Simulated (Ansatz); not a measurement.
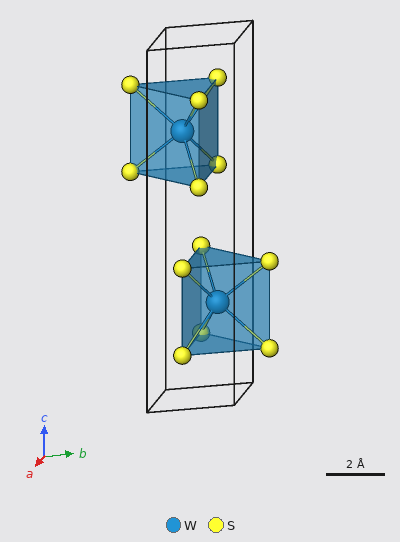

*The structure as given in the input (polyhedral view of the cell of the calculation, seen slightly off an axis; polyhedra are completed across the faces of the cell).*

# WS2: geometry relaxation (part 1 of 2)

The run: geometry relaxation of WS2 (P6₃/mmc, 6 atoms in the cell). Method and program: DFT, PBEsol, plane waves, PAW, no spin polarisation (Ansatz 0.2.0).

The structure derives from a Materials Project entry.

The program's output:
```
Engine: ansatz 0.2.0, aarch64-unknown-linux-gnu
Pseudopotentials: kind: paw
Pseudopotential: W, paw, valence charge 14, recommended cutoff 420 eV (normal), W.paw.azcp
Pseudopotential: S, paw, valence charge 6, recommended cutoff 420 eV (normal), S.paw.azcp
Functional definition: PBEsol
  exchange = pbesol_x
  correlation = pbesol_c
Crystal: 6 atoms, lattice volume = 113.961 Å³
Basis set: ecut = 420 eV, 2263 PW (Γ), exchange–correlation on 48×48×180 points (8 copies of the dense FFT grid, shifted against one another)
Bands: 32, of which v1, the nominal top of the filled ones, is band 26 counted from 1 (25 counted from 0)
Symmetry: 24 space group operations
Space group: P63/mmc (ITA 194), of the structure as read, at distance tolerance 4.8e-5 Å
k-points: 24 of 162
Non-local potential: W, projectors of the file, l = 0: 3, l = 1: 2, l = 2: 2, l = 3: 1
Non-local potential: S, projectors of the file, l = 0: 2, l = 1: 2, l = 2: 2
PAW form: soft (Blöchl's): semilocal exchange-correlation on the pseudo side does not see the compensation charge
PAW frozen core: W, regenerated for the run's functional, and the local potential with it (the file was generated under x = pbe(κ = 0.804, μ = 0.2195149727645171), c = pbe(β = 0.06672455060314922))
PAW frozen core: S, regenerated for the run's functional, and the local potential with it (the file was generated under x = pbe(κ = 0.804, μ = 0.2195149727645171), c = pbe(β = 0.06672455060314922))
PAW one-centre angular grid: W, 590 points (default); XC on 64 Gauss nodes
PAW one-centre angular grid: S, 110 points (default); XC on 64 Gauss nodes
Initial density: superposition of atomic densities (neutral atoms: chi_scale 0, normalization atom), corrected by the library's trained network
Initial wavefunctions: pseudopotential atomic-orbital guess
Functional: x = pbesol(κ = 0.804, μ = 0.12345679012345678), c = pbesol(β = 0.046)
SCF iter   1: F=—  HF=-24058.145031 eV  |F-HF|=—  |Δ(HF+E_count)|=         —  Δρ=8.58e-3  dr2=1.67e-1  ethr=1.77e-3  ⟨swp⟩=6.3  Hψ=3571  notcnv=0
preconditioner: auto → Resta (q_TF=auto, 2.394 Å⁻¹)  ε∞=7.4  [insulator: Δε(μ)=1.155 eV  Ē_g=8.280 eV  σ=0.030 eV  W_gap=1.00  n_scr=26 (ndim 8)  ℏωp=20.9 eV  f_vac=0.046  D(μ)=0.00/eV (n_scr^D=0)  ε∞_Penn≈7.4]
SCF iter   2: F=—  HF=-24058.124177 eV  |F-HF|=—  |Δ(HF+E_count)|=   2.09e-2  Δρ=3.10e-3  dr2=5.57e-3  ethr=3.21e-4  ⟨swp⟩=2.4  Hψ=1154  notcnv=0  defer=31
SCF iter   3: F=—  HF=-24058.125348 eV  |F-HF|=—  |Δ(HF+E_count)|=   1.17e-3  Δρ=1.72e-3  dr2=1.60e-3  ethr=1.07e-5  ⟨swp⟩=2.1  Hψ=1054  notcnv=0  defer=31
SCF iter   4: F=—  HF=-24058.126160 eV  |F-HF|=—  |Δ(HF+E_count)|=   8.12e-4  Δρ=5.80e-4  dr2=1.78e-4  ethr=3.09e-6  ⟨swp⟩=2.5  Hψ=1171  notcnv=0  defer=31
SCF iter   5: F=—  HF=-24058.126276 eV  |F-HF|=—  |Δ(HF+E_count)|=   1.16e-4  Δρ=1.07e-4  dr2=7.97e-6  ethr=3.42e-7  ⟨swp⟩=2.0  Hψ=1079  notcnv=0  defer=31
SCF iter   6: F=—  HF=-24058.126240 eV  |F-HF|=—  |Δ(HF+E_count)|=   3.60e-5  Δρ=1.20e-5  dr2=2.87e-7  ethr=1.53e-8  ⟨swp⟩=2.1  Hψ=1165  notcnv=0  defer=31
SCF iter   7: F=-24058.126240 eV  HF=-24058.126240 eV  |F-HF|=8.42e-9  |Δ(HF+E_count)|=   2.42e-7  Δρ=2.45e-6  dr2=1.13e-8  ethr=1.92e-10  ⟨swp⟩=9.7  Hψ=5279  notcnv=0
SCF 1 converged in 7 iterations: F = -24058.126240 eV  dr2 = 1.13e-8
  greatest PAW one-centre occupation: 1.000 electrons in one spin orbital (limit 2), on the W atom at site 1 (counted from 0), in its partial waves of l = 0
relax step   1: F+E_penalty+E_count = -24058.12624042 eV  Δ(F+E_penalty+E_count) = +0.000e0 eV  max|allowed force component| = 1.115e-1 eV/Å  Δτ_max = 0.0000 Å  P = -2.915 GPa  Ω = 113.961 Å³  (7 SCF iters, dr2 threshold 1.00e-7 eV, accepted)
Crystal: 6 atoms, lattice volume = 105.914 Å³
Basis set: ecut = 420 eV, 2047 PW (Γ), exchange–correlation on 48×48×180 points (8 copies of the dense FFT grid, shifted against one another)
Initial density: handed on by an earlier stage of this run
Initial wavefunctions: those handed on with the density
iter 1 solved again at ethr=3.02e-4 eV; its pass at ethr=3.10e-3 eV (dr2=1.57e-1 eV) is discarded
SCF iter   1: F=—  HF=-24058.101758 eV  |F-HF|=—  |Δ(HF+E_count)|=         —  Δρ=6.16e-3  dr2=1.67e-1  ethr=3.02e-4  ⟨swp⟩=1.2  Hψ=4180  notcnv=0
preconditioner: auto → Resta (q_TF=auto, 2.423 Å⁻¹)  ε∞=7.4  [insulator: Δε(μ)=1.308 eV  Ē_g=8.552 eV  σ=0.030 eV  W_gap=1.00  n_scr=26 (ndim 8)  ℏωp=21.6 eV  f_vac=0.015  D(μ)=0.00/eV (n_scr^D=0)  ε∞_Penn≈7.4]
SCF iter   2: F=—  HF=-24058.075948 eV  |F-HF|=—  |Δ(HF+E_count)|=   2.58e-2  Δρ=3.37e-3  dr2=1.87e-2  ethr=3.02e-4  ⟨swp⟩=2.3  Hψ=1143  notcnv=0
SCF iter   3: F=—  HF=-24058.071221 eV  |F-HF|=—  |Δ(HF+E_count)|=   4.73e-3  Δρ=1.28e-3  dr2=6.00e-3  ethr=3.59e-5  ⟨swp⟩=2.1  Hψ=1202  notcnv=0
SCF iter   4: F=—  HF=-24058.070132 eV  |F-HF|=—  |Δ(HF+E_count)|=   1.09e-3  Δρ=4.54e-4  dr2=3.42e-4  ethr=1.15e-5  ⟨swp⟩=2.0  Hψ=1071  notcnv=0
SCF iter   5: F=—  HF=-24058.070189 eV  |F-HF|=—  |Δ(HF+E_count)|=   5.76e-5  Δρ=1.15e-4  dr2=1.91e-5  ethr=6.58e-7  ⟨swp⟩=2.0  Hψ=1196  notcnv=0
SCF iter   6: F=—  HF=-24058.070202 eV  |F-HF|=—  |Δ(HF+E_count)|=   1.30e-5  Δρ=2.51e-5  dr2=1.15e-6  ethr=3.68e-8  ⟨swp⟩=2.0  Hψ=1110  notcnv=0
SCF iter   7: F=-24058.070203 eV  HF=-24058.070203 eV  |F-HF|=3.93e-8  |Δ(HF+E_count)|=   8.97e-7  Δρ=5.37e-6  dr2=3.94e-8  ethr=1.15e-9  ⟨swp⟩=9.9  Hψ=5510  notcnv=0
SCF 2 converged in 7 iterations: F = -24058.070203 eV  dr2 = 3.94e-8
relax step   2: F+E_penalty+E_count = -24058.07020335 eV  Δ(F+E_penalty+E_count) = +5.604e-2 eV  max|allowed force component| = 2.515e-1 eV/Å  Δτ_max = 0.0576 Å  P = +2.775 GPa  Ω = 105.914 Å³  energy of the carried Pulay correction = +1.221e-3 eV  (7 SCF iters, dr2 threshold 6.00e-7 eV, rejected (line search))
Crystal: 6 atoms, lattice volume = 110.323 Å³
Basis set: ecut = 420 eV, 2143 PW (Γ), exchange–correlation on 48×48×180 points (8 copies of the dense FFT grid, shifted against one another)
iter 1 solved again at ethr=1.03e-4 eV; its pass at ethr=3.10e-3 eV (dr2=5.38e-2 eV) is discarded
SCF iter   1: F=—  HF=-24058.169987 eV  |F-HF|=—  |Δ(HF+E_count)|=         —  Δρ=3.62e-3  dr2=5.82e-2  ethr=1.03e-4  ⟨swp⟩=1.9  Hψ=4199  notcnv=0
preconditioner: auto → Resta (q_TF=auto, 2.407 Å⁻¹)  ε∞=7.3  [insulator: Δε(μ)=1.278 eV  Ē_g=8.471 eV  σ=0.030 eV  W_gap=1.00  n_scr=26 (ndim 8)  ℏωp=21.2 eV  f_vac=0.027  D(μ)=0.00/eV (n_scr^D=0)  ε∞_Penn≈7.3]
SCF iter   2: F=—  HF=-24058.160814 eV  |F-HF|=—  |Δ(HF+E_count)|=   9.17e-3  Δρ=1.99e-3  dr2=7.31e-3  ethr=1.03e-4  ⟨swp⟩=2.3  Hψ=1158  notcnv=0
SCF iter   3: F=—  HF=-24058.159051 eV  |F-HF|=—  |Δ(HF+E_count)|=   1.76e-3  Δρ=7.39e-4  dr2=2.21e-3  ethr=1.41e-5  ⟨swp⟩=2.1  Hψ=1059  notcnv=0
SCF iter   4: F=—  HF=-24058.158655 eV  |F-HF|=—  |Δ(HF+E_count)|=   3.96e-4  Δρ=2.71e-4  dr2=1.36e-4  ethr=4.25e-6  ⟨swp⟩=2.0  Hψ=1066  notcnv=0
SCF iter   5: F=—  HF=-24058.158678 eV  |F-HF|=—  |Δ(HF+E_count)|=   2.27e-5  Δρ=6.92e-5  dr2=7.08e-6  ethr=2.61e-7  ⟨swp⟩=2.0  Hψ=1189  notcnv=0
SCF iter   6: F=—  HF=-24058.158621 eV  |F-HF|=—  |Δ(HF+E_count)|=   5.65e-5  Δρ=1.47e-5  dr2=4.31e-7  ethr=1.36e-8  ⟨swp⟩=2.0  Hψ=1142  notcnv=0
SCF iter   7: F=—  HF=-24058.158617 eV  |F-HF|=—  |Δ(HF+E_count)|=   3.97e-6  Δρ=3.26e-6  dr2=1.26e-8  ethr=8.29e-10  ⟨swp⟩=2.0  Hψ=1200  notcnv=0
SCF iter   8: F=—  HF=-24058.158617 eV  |F-HF|=—  |Δ(HF+E_count)|=   3.01e-8  Δρ=6.21e-7  dr2=4.38e-10  ethr=2.43e-11  ⟨swp⟩=2.1  Hψ=1189  notcnv=0
SCF iter   9: F=-24058.158617 eV  HF=-24058.158617 eV  |F-HF|=1.82e-11  |Δ(HF+E_count)|=   1.06e-9  Δρ=1.14e-7  dr2=1.87e-11  ethr=1.00e-12  ⟨swp⟩=7.2  Hψ=4105  notcnv=0
SCF 3 converged in 9 iterations: F = -24058.158617 eV  dr2 = 1.87e-11
relax step   3: F+E_penalty+E_count = -24058.15861708 eV  Δ(F+E_penalty+E_count) = -3.238e-2 eV  max|allowed force component| = 6.832e-2 eV/Å  Δτ_max = 0.0258 Å  P = -0.572 GPa  Ω = 110.323 Å³  energy of the carried Pulay correction = +5.410e-4 eV  (9 SCF iters, accepted)
Crystal: 6 atoms, lattice volume = 109.456 Å³
iter 1 solved again at ethr=1.39e-6 eV; its pass at ethr=3.10e-3 eV (dr2=7.25e-4 eV) is discarded
SCF iter   1: F=—  HF=-24058.160105 eV  |F-HF|=—  |Δ(HF+E_count)|=         —  Δρ=6.73e-4  dr2=7.39e-4  ethr=1.39e-6  ⟨swp⟩=3.4  Hψ=4284  notcnv=0
preconditioner: auto → Resta (q_TF=auto, 2.410 Å⁻¹)  ε∞=7.3  [insulator: Δε(μ)=1.237 eV  Ē_g=8.473 eV  σ=0.030 eV  W_gap=1.00  n_scr=26 (ndim 8)  ℏωp=21.3 eV  f_vac=0.023  D(μ)=0.00/eV (n_scr^D=0)  ε∞_Penn≈7.3]
SCF iter   2: F=—  HF=-24058.159970 eV  |F-HF|=—  |Δ(HF+E_count)|=   1.35e-4  Δρ=3.72e-4  dr2=1.66e-4  ethr=1.39e-6  ⟨swp⟩=2.3  Hψ=1071  notcnv=0
SCF iter   3: F=—  HF=-24058.159879 eV  |F-HF|=—  |Δ(HF+E_count)|=   9.10e-5  Δρ=1.07e-4  dr2=3.90e-5  ethr=3.19e-7  ⟨swp⟩=2.0  Hψ=1100  notcnv=0
SCF iter   4: F=—  HF=-24058.159875 eV  |F-HF|=—  |Δ(HF+E_count)|=   3.35e-6  Δρ=4.26e-5  dr2=3.27e-6  ethr=7.51e-8  ⟨swp⟩=2.0  Hψ=991  notcnv=0
SCF iter   5: F=-24058.159877 eV  HF=-24058.159877 eV  |F-HF|=1.28e-7  |Δ(HF+E_count)|=   1.58e-6  Δρ=1.11e-5  dr2=2.00e-7  ethr=1.15e-9  ⟨swp⟩=10.2  Hψ=5614  notcnv=0
SCF 4 converged in 5 iterations: F = -24058.159877 eV  dr2 = 2.00e-7
relax step   4: F+E_penalty+E_count = -24058.15987716 eV  Δ(F+E_penalty+E_count) = -1.260e-3 eV  max|allowed force component| = 1.692e-2 eV/Å  Δτ_max = 0.0077 Å  P = -0.061 GPa  Ω = 109.456 Å³  energy of the carried Pulay correction = +6.725e-4 eV  (5 SCF iters, dr2 threshold 6.00e-7 eV, accepted)
Crystal: 6 atoms, lattice volume = 108.897 Å³
Basis set: ecut = 420 eV, 2107 PW (Γ), exchange–correlation on 48×48×180 points (8 copies of the dense FFT grid, shifted against one another)
iter 1 solved again at ethr=6.78e-7 eV; its pass at ethr=3.10e-3 eV (dr2=3.52e-4 eV) is discarded
SCF iter   1: F=—  HF=-24058.160355 eV  |F-HF|=—  |Δ(HF+E_count)|=         —  Δρ=6.46e-4  dr2=3.09e-4  ethr=6.78e-7  ⟨swp⟩=3.1  Hψ=4331  notcnv=0
preconditioner: auto → Resta (q_TF=auto, 2.412 Å⁻¹)  ε∞=7.3  [insulator: Δε(μ)=1.206 eV  Ē_g=8.478 eV  σ=0.030 eV  W_gap=1.00  n_scr=26 (ndim 8)  ℏωp=21.4 eV  f_vac=0.020  D(μ)=0.00/eV (n_scr^D=0)  ε∞_Penn≈7.3]
SCF iter   2: F=—  HF=-24058.160296 eV  |F-HF|=—  |Δ(HF+E_count)|=   5.87e-5  Δρ=3.44e-4  dr2=9.63e-5  ethr=5.93e-7  ⟨swp⟩=1.1  Hψ=786  notcnv=0
SCF iter   3: F=—  HF=-24058.160237 eV  |F-HF|=—  |Δ(HF+E_count)|=   5.90e-5  Δρ=9.10e-5  dr2=1.53e-5  ethr=1.85e-7  ⟨swp⟩=2.0  Hψ=1054  notcnv=0
SCF iter   4: F=—  HF=-24058.160237 eV  |F-HF|=—  |Δ(HF+E_count)|=   7.30e-7  Δρ=3.31e-5  dr2=2.25e-6  ethr=2.95e-8  ⟨swp⟩=2.4  Hψ=1078  notcnv=0
SCF iter   5: F=—  HF=-24058.160238 eV  |F-HF|=—  |Δ(HF+E_count)|=   9.71e-7  Δρ=7.80e-6  dr2=1.87e-7  ethr=4.33e-9  ⟨swp⟩=2.0  Hψ=1088  notcnv=0
SCF iter   6: F=-24058.160238 eV  HF=-24058.160238 eV  |F-HF|=5.62e-9  |Δ(HF+E_count)|=   1.50e-7  Δρ=1.53e-6  dr2=2.85e-9  ethr=3.17e-10  ⟨swp⟩=9.5  Hψ=5199  notcnv=0
SCF 5 converged in 6 iterations: F = -24058.160238 eV  dr2 = 2.85e-9
relax step   5: F+E_penalty+E_count = -24058.16023780 eV  Δ(F+E_penalty+E_count) = -3.606e-4 eV  max|allowed force component| = 3.223e-3 eV/Å  Δτ_max = 0.0081 Å  P = -0.016 GPa  Ω = 108.897 Å³  energy of the carried Pulay correction = +7.579e-4 eV  (6 SCF iters, dr2 threshold 1.65e-7 eV, accepted)
Initial wavefunctions: pseudopotential atomic-orbital guess (no wavefunctions were taken with the density)
iter 1 solved again at ethr=2.64e-7 eV; its pass at ethr=3.10e-3 eV (dr2=1.37e-4 eV) is discarded
SCF iter   1: F=—  HF=-24058.159575 eV  |F-HF|=—  |Δ(HF+E_count)|=         —  Δρ=6.36e-5  dr2=6.17e-7  ethr=2.64e-7  ⟨swp⟩=3.1  Hψ=5662  notcnv=0
preconditioner: auto → Resta (q_TF=auto, 2.412 Å⁻¹)  ε∞=7.3  [insulator: Δε(μ)=1.207 eV  Ē_g=8.476 eV  σ=0.030 eV  W_gap=1.00  n_scr=26 (ndim 8)  ℏωp=21.4 eV  f_vac=0.021  D(μ)=0.00/eV (n_scr^D=0)  ε∞_Penn≈7.3]
SCF iter   2: F=—  HF=-24058.159534 eV  |F-HF|=—  |Δ(HF+E_count)|=   4.07e-5  Δρ=3.30e-5  dr2=1.61e-7  ethr=1.19e-9  ⟨swp⟩=2.9  Hψ=1622  notcnv=0
SCF iter   3: F=—  HF=-24058.159534 eV  |F-HF|=—  |Δ(HF+E_count)|=   4.82e-8  Δρ=1.55e-6  dr2=8.26e-10  ethr=3.10e-10  ⟨swp⟩=2.0  Hψ=960  notcnv=0
SCF iter   4: F=—  HF=-24058.159534 eV  |F-HF|=—  |Δ(HF+E_count)|=  4.87e-10  Δρ=3.98e-7  dr2=2.50e-10  ethr=1.00e-12  ⟨swp⟩=9.0  Hψ=4498  notcnv=0
SCF iter   5: F=—  HF=-24058.159534 eV  |F-HF|=—  |Δ(HF+E_count)|=  9.09e-11  Δρ=2.39e-7  dr2=1.26e-10  ethr=1.00e-12  ⟨swp⟩=2.0  Hψ=1062  notcnv=0
SCF iter   6: F=-24058.159534 eV  HF=-24058.159534 eV  |F-HF|=3.64e-12  |Δ(HF+E_count)|=  3.64e-12  Δρ=5.67e-8  dr2=6.80e-12  ethr=1.00e-12  ⟨swp⟩=5.8  Hψ=3803  notcnv=0
SCF 6 converged in 6 iterations: F = -24058.159534 eV  dr2 = 6.80e-12
relax step   6: F+E_penalty+E_count = -24058.15953436 eV  Δ(F+E_penalty+E_count) = +7.034e-4 eV  max|allowed force component| = 3.072e-3 eV/Å  Δτ_max = 0.0000 Å  P = -0.018 GPa  Ω = 108.897 Å³  stress off target by 3.56e-2 GPa  SCF on the basis re-selected at this cell (its energy is not comparable with the rows above)  (6 SCF iters)
```

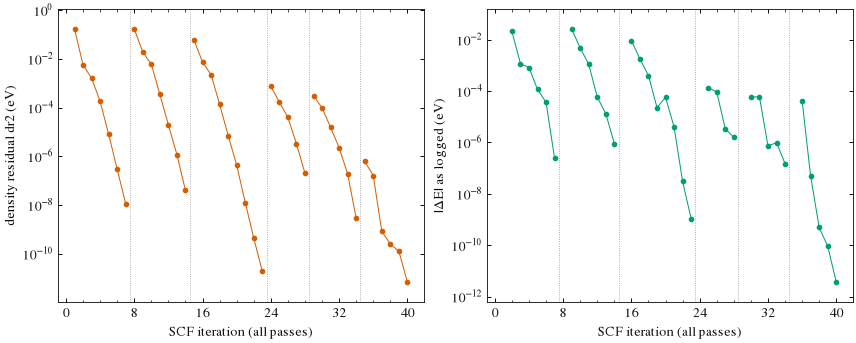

*Convergence of the self-consistent field: density residual dr2 and size of the energy change against the SCF iteration. The dotted lines part the SCF passes of the relaxation: geometry steps, rejected trials and re-solves on a re-selected basis.*

The 6 passes take 5 to 9 iterations each, 40 in all.

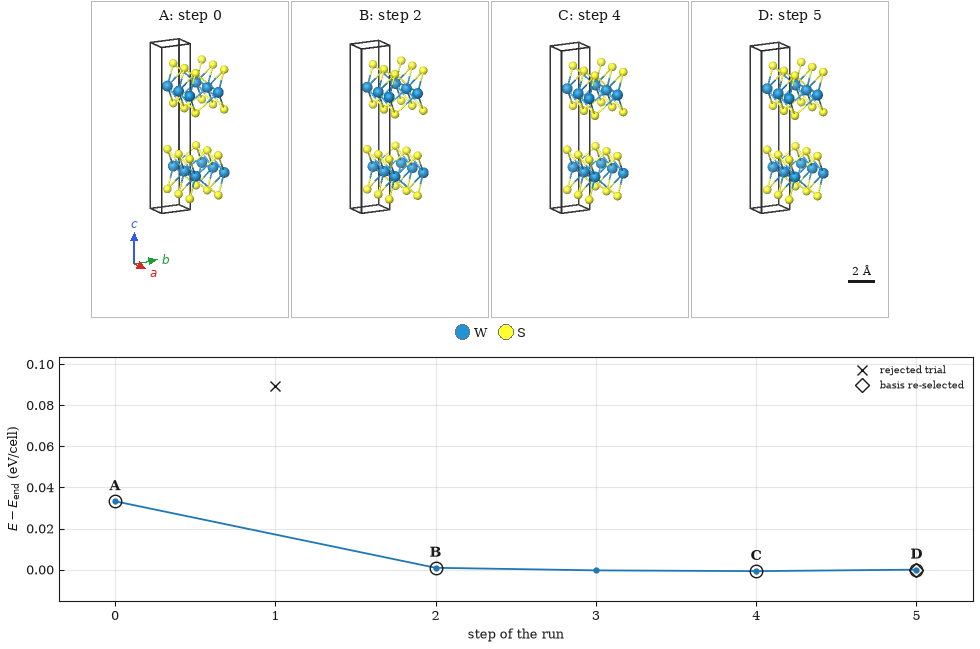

*Frames of the relaxation (ball-and-stick view of the cell of the calculation, repeated 3 × 2 × 1, seen slightly off an axis) above the curves, on which the letters mark them (the first geometry is step 0 here and step 1 in the log).*

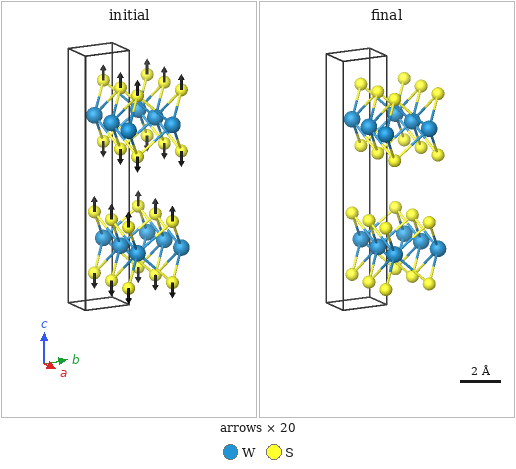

*Before (left) and after (right) the relaxation, at one scale (ball-and-stick view of the cell of the calculation, repeated 3 × 2 × 1, seen slightly off an axis). The black arrows give the displacements (without the part carried along by the change of the cell), magnified 20 times.*

The largest moves relative to the cell, 0.041 Å, are those of S3, S4, S5 and S6. W stays in place. The drawn cell changes as follows: a = b 3.184 → 3.146 Å (−1.2 %), c 12.978 → 12.704 Å (−2.1 %); the volume changes by −4.4 %. Among the contacts that change: W1–S4 2.411 → 2.399 Å. The space group stays P6_3/mmc (No. 194). Over 4 geometry steps the energy falls by 34.0 meV per cell of the calculation. Largest force component: 0.11 eV/Å at the start, 0.0031 eV/Å at the end. The pressure goes from −2.92 to −0.02 GPa. The line search rejected the trial step at point 1 (counted from 0) and went back. A last SCF at the same geometry on a re-selected plane-wave basis shifts the energy by +0.7 meV per cell of the calculation. (Atoms are counted from 1 in the order of the input.)

```
basis re-selected at this cell: Δ(F+E_penalty+E_count) = +7.034e-4 eV, ΔP = -0.002 GPa vs the last step (what re-selecting the basis moved, of the pressure what is left beyond the Pulay correction that the steps carried, after the strain that the cell walked since its last selection, with what the two solves' SCF thresholds leave and, on support functions, any second-order correction that the steps lacked; it is no measure of the basis error at this ecutwfc). This SCF's stress stands 3.56e-2 GPa from its target on what of the cell is left free (relax.cell.stress_tol is 5.00e-2 GPa) and its largest allowed force component is 3.07e-3 eV/Å (relax.f_tol is 1.00e-2 eV/Å): within both
SCF converged after 6 iterations
Free energy (F): -24058.159534 eV
Harris-Foulkes:  -24058.159534 eV  (|F-HF|=3.64e-12)
Internal energy: -24058.159534 eV  (E = F + TS)
E sigma→0 (E₀):  -24058.159534 eV
Fermi energy:    11.678959 eV
--- Per-component energies (eV) ---
  E_band       = -397.926478
  E_kinetic    = 1333.935591
  E_local      = -3778.734413  (includes V_loc(G=0)·N_el)
  E_nonlocal   = 120.658792
  E_hartree    = 1515.611871
  E_xc         = -917.548016
  E_vxc        = -830.167378  (∫ρ·V_xc dr)
  E_paw        = -19209.059058  (= ΣΔE_a)
  E_vpaw       = -274.842576  (= ΣTr[D̂ρ^β])
  E_aug_tail   = -0.000133  (compensation charges beyond the density's cutoff)
  E_ewald      = -3123.715551
  E_core_change = 0.691382  (= ΣΔE_core)
  E_smearing   = -0.000000  (= −TS)
  E_closure    = -0.000000  (closes the sum)
  Σ components = -24058.159534   (vs F -24058.159534, Δ=0.00e0)
--- Forces (eV/Å), atoms counted from 1 ---
  atom   1  W     -0.00000000     0.00000000     0.00000000
  atom   2  W      0.00000000    -0.00000000     0.00000000
  atom   3  S     -0.00000000     0.00000000     0.00307199
  atom   4  S      0.00000000    -0.00000000     0.00307199
  atom   5  S     -0.00000000     0.00000000    -0.00307199
  atom   6  S      0.00000000    -0.00000000    -0.00307199
  max |Σ_I F_I| component: 4.63e-18 eV/Å
--- Stress (GPa, compression-positive) ---
       -0.008939       0.000000       0.000000
        0.000000      -0.008939       0.000000
        0.000000       0.000000      -0.035622
  P = ⅓ Tr σ = -0.0178 GPa (-0.178 kbar)
--- Band table (eV; the first three rows and the last of 24) ---
```
